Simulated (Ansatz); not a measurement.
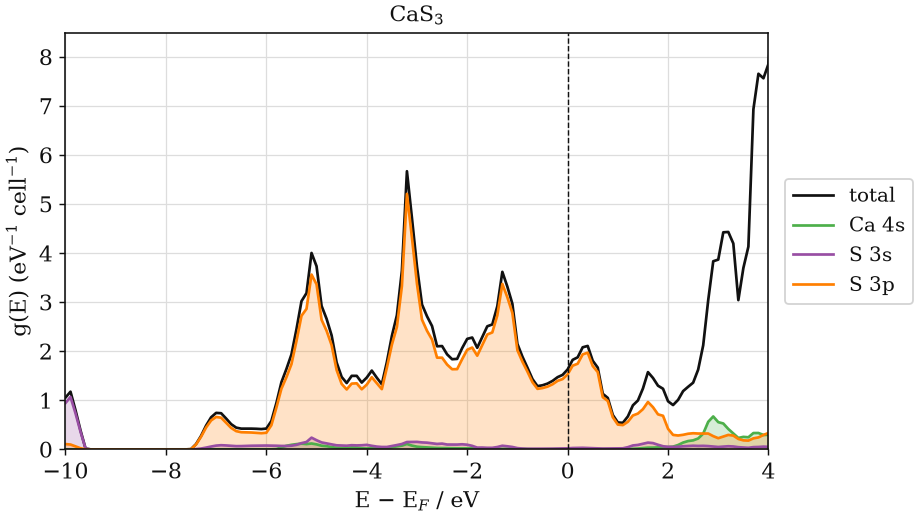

What does this figure show?

Density of states of CaS3, space group Pmmm, 4 atoms in the cell. Level of theory: DFT PBE, scalar-relativistic, plane waves, PAW, no spin polarisation, 12×10×10 k mesh, 420 eV cutoff; code Ansatz. Energies are counted from the Fermi level. The partial curves are projected on Löwdin-orthogonalised atomic shells; they sum to less than the total at higher energies, where shells without a projector contribute.

It is a metal. The density of states at the Fermi level is about 1.7 per eV and cell (mean within 0.25 eV), or 0.42 per atom. By projected weight, the states within 0.3 eV of the Fermi level are S 3p almost alone. The tallest peak in the window is at −3.2 eV; by projected weight it is S 3p almost alone.

The structure is an invented one, so it need not be a known or stable phase. The starting guess was a poor one.
